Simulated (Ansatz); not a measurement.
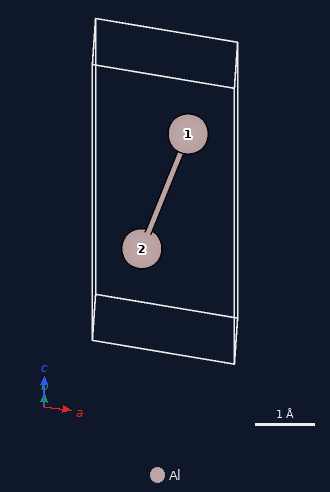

Figure 1. The structure (ball-and-stick view of the cell of the calculation, seen at an oblique angle; atoms are numbered from 1 in the order of the input). An atom can appear more than once, as a periodic image.

## Run report: Al, single-point calculation

Al (P6₃/mmc, 2 atoms in the cell), computed with DFT PBEsol+D3(BJ), scalar-relativistic, plane waves, PAW, PAW set soft_1, no spin polarisation (Ansatz 0.2.0).

The structure derives from a Materials Project entry. Figures and captions count atoms from 1; the log counts them from 0 in places.

## What the program printed
```
Warning: [file] the record states the generating functional pbe (its physics header spells it `PBE`), which answers neither for hamiltonian.xc's functional nor for the pbesol family's — results may be inconsistent (PPs are generated against a specific XC)
Engine: ansatz 0.2.0, aarch64-unknown-linux-gnu
Pseudopotentials: kind: paw
Pseudopotential: Al, paw, valence charge 3, recommended cutoff 420 eV (normal), [file]
Functional definition: PBEsol
  exchange = pbesol_x
  correlation = pbesol_c
Crystal: 2 atoms, lattice volume = 33.339 Å³
Basis set: ecut = 420 eV, 665 PW (Γ), exchange–correlation on 40×40×72 points (8 copies of the dense FFT grid, shifted against one another)
Bands: 7, of which v1, the nominal top of the filled ones, is band 3 counted from 1 (2 counted from 0)
Symmetry: 24 space group operations
Space group: P63/mmc (ITA 194), of the structure as read, at distance tolerance 3.2e-5 Å
k-points: 36 of 324
Non-local potential: Al, projectors of the file, l = 0: 2, l = 1: 2, l = 2: 1
PAW form: soft (Blöchl's): semilocal exchange-correlation on the pseudo side does not see the compensation charge
PAW frozen core: Al, regenerated for the run's functional, and the local potential with it (the file was generated under x = pbe(κ = 0.804, μ = 0.2195149727645171), c = pbe(β = 0.06672455060314922))
PAW one-centre angular grid: Al, 110 points (default); XC on 64 Gauss nodes
Initial density: superposition of atomic densities (chi_scale 0.1, normalization cell)
Initial wavefunctions: pseudopotential atomic-orbital guess
Functional: x = pbesol(κ = 0.804, μ = 0.12345679012345678), c = pbesol(β = 0.046)
SCF iter   1: F=—  HF=-1049.739690 eV  |F-HF|=—  |Δ(HF+E_count)|=         —  Δρ=2.18e-2  dr2=1.74e-1  ethr=3.10e-3  ⟨swp⟩=5.0  Hψ=2083  notcnv=0
preconditioner: auto → none  [insulator: Δε(μ)=0.176 eV  Ē_g=8.985 eV  σ=0.100 eV  W_gap=0.63  n_scr=2 (ndim 8)  ℏωp=15.8 eV  f_vac=0.000  D(μ)=0.67/eV (n_scr^D=2)  ε∞_Penn≈4.1]
SCF iter   2: F=—  HF=-1049.672518 eV  |F-HF|=—  |Δ(HF+E_count)|=   6.72e-2  Δρ=1.03e-2  dr2=3.85e-2  ethr=2.90e-3  ⟨swp⟩=1.1  Hψ=542  notcnv=0
SCF iter   3: F=—  HF=-1049.647188 eV  |F-HF|=—  |Δ(HF+E_count)|=   2.53e-2  Δρ=2.04e-4  dr2=1.13e-5  ethr=6.41e-4  ⟨swp⟩=1.4  Hψ=264  notcnv=0  defer=7
SCF iter   4: F=—  HF=-1049.647169 eV  |F-HF|=—  |Δ(HF+E_count)|=   1.82e-5  Δρ=2.02e-5  dr2=1.21e-7  ethr=1.67e-9  ⟨swp⟩=7.9  Hψ=1726  notcnv=0
SCF iter   5: F=-1049.647169 eV  HF=-1049.647169 eV  |F-HF|=2.51e-10  |Δ(HF+E_count)|=   1.02e-7  Δρ=1.81e-6  dr2=4.68e-10  ethr=1.67e-9  ⟨swp⟩=3.4  Hψ=604  notcnv=0
SCF 1 converged in 5 iterations: F = -1049.647169 eV  dr2 = 4.68e-10
  greatest PAW one-centre occupation: 0.460 electrons in one spin orbital (limit 2), on the Al atom at site 1 (counted from 0), in its partial waves of l = 0
```

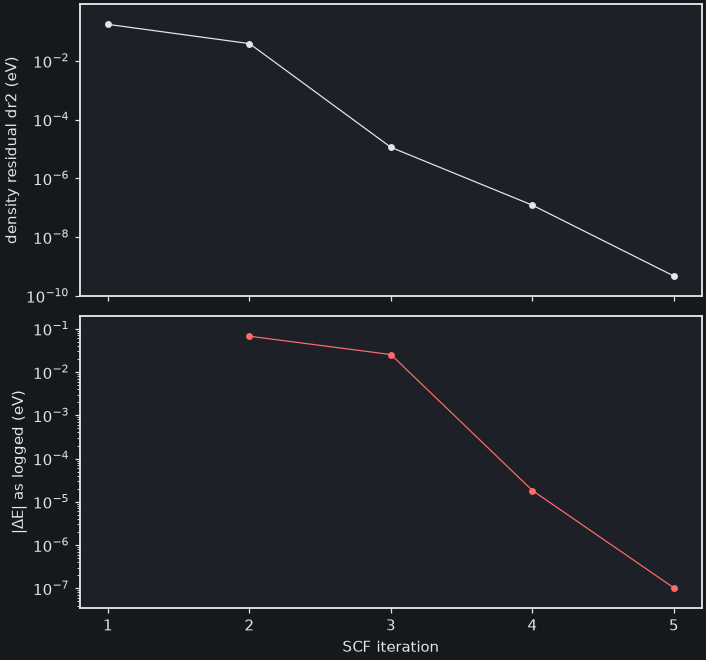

Figure 2. Convergence of the self-consistent field: density residual dr2 and size of the energy change against the SCF iteration. The residual falls at every step.

```
SCF converged after 5 iterations
Free energy (F): -1049.647169 eV
Harris-Foulkes:  -1049.647169 eV  (|F-HF|=2.51e-10)
Internal energy: -1049.644262 eV  (E = F + TS)
E sigma→0 (E₀):  -1049.645716 eV
Entropy (-TS):   -0.002907 eV (-1.454 meV/atom)
Fermi energy:    7.706331 eV
--- Per-component energies (eV) ---
  E_band       = 20.286566
  E_kinetic    = 44.767255
  E_local      = 20.234792  (includes V_loc(G=0)·N_el)
  E_nonlocal   = 20.308483
  E_hartree    = 0.204096
  E_xc         = -74.698803
  E_vxc        = -58.529945  (∫ρ·V_xc dr)
  E_paw        = -913.415517  (= ΣΔE_a)
  E_vpaw       = -6.902217  (= ΣTr[D̂ρ^β])
  E_aug_tail   = -0.000005  (compensation charges beyond the density's cutoff)
  E_ewald      = -146.454395
  E_disp       = -0.628447  (pairwise vdW)
  E_core_change = 0.038278  (= ΣΔE_core)
  E_smearing   = -0.002907  (= −TS)
  E_closure    = 0.000000  (closes the sum)
  Σ components = -1049.647169   (vs F -1049.647169, Δ=0.00e0)
--- Forces (eV/Å), atoms counted from 1 ---
  atom   1  Al     0.00000000     0.00000000    -0.00000000
  atom   2  Al     0.00000000    -0.00000000     0.00000000
  max |Σ_I F_I| component: 9.25e-18 eV/Å
--- Stress (GPa, compression-positive) ---
       -3.928349      -0.000000      -0.000000
       -0.000000      -3.928349      -0.000000
       -0.000000      -0.000000      -4.171538
  P = ⅓ Tr σ = -4.0094 GPa (-40.094 kbar)
--- Band table (eV; the first three rows and the last of 36) ---
  k-point 0: bands = ["-3.2855", "2.7091", "2.9439", "18.8406", "19.1607", "19.1607", "19.3497"]
  k-point 1: bands = ["-2.8962", "0.1805", "6.1646", "14.6676", "19.4504", "19.4504", "19.6611"]
  k-point 2: bands = ["-1.7347", "-1.7347", "10.1435", "10.1435", "20.1516", "20.1516", "20.1516"]
  k-point 35: bands = ["5.6331", "5.6331", "6.2882", "6.2882", "7.0305", "7.0305", "16.9609"]
```

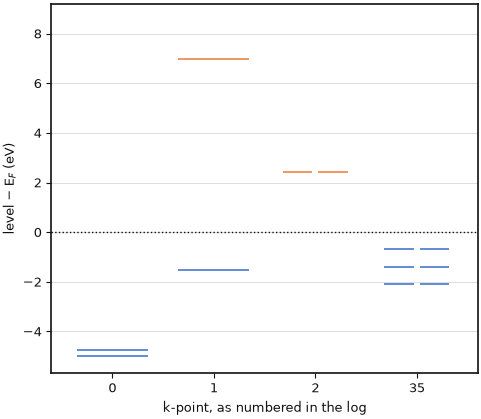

Figure 3. Kohn–Sham levels near the Fermi level (dotted) at the few k-points that the log prints; levels within 0.02 eV of each other stand side by side. The system is metallic on the full mesh.

This output came from the following input.

## Input
```yaml
crystal:
  lattice:
    - [2.8124553515, 0.0, 0.0]
    - [-1.4062276757, 2.4356577814, 0.0]
    - [0.0, 0.0, 4.86685]
  atoms:
    - { symbol: Al, position: [0.66666667, 0.33333333, 0.75] }
    - { symbol: Al, position: [0.33333333, 0.66666667, 0.25] }
basis:
  ecutwfc: 420
kpoints:
  mp_grid: { grid: [9, 9, 4] }
hamiltonian:
  xc: pbesol
  pseudopotentials: { kind: paw, azcp: { folder: soft_1 } }
  dispersion: d3bj
scf:
  occupations: { method: gaussian, width: 0.1 }
output:
  forces: true
  stress: true
  eigenvalues: true
```

Launched with:
```bash
ansatz run input.yaml --threads 2 --pin off --max-ram 4096MiB --backend cpu --events-out ev --progress --plain --runs-dir out
```

## Results in brief

- outcome: converged
- space group (tolerance 0.01 Å): P6₃/mmc (194)
- electrons treated: 6
- free energy: −1049.6472 eV
- Fermi energy: 7.706 eV
- gap on the k-point mesh: none (metallic)
- pressure: −4.01 GPa
- largest force (length of the vector): under 0.001 eV/Å
- hardware: 2 threads of Arm Neoverse N1, 98 GiB of memory available, shared host
- wall time: 0.84 s (CPU time 1.3 s)
- peak memory: 0.25 GiB

The program warns: the PAW datasets were made with another functional.
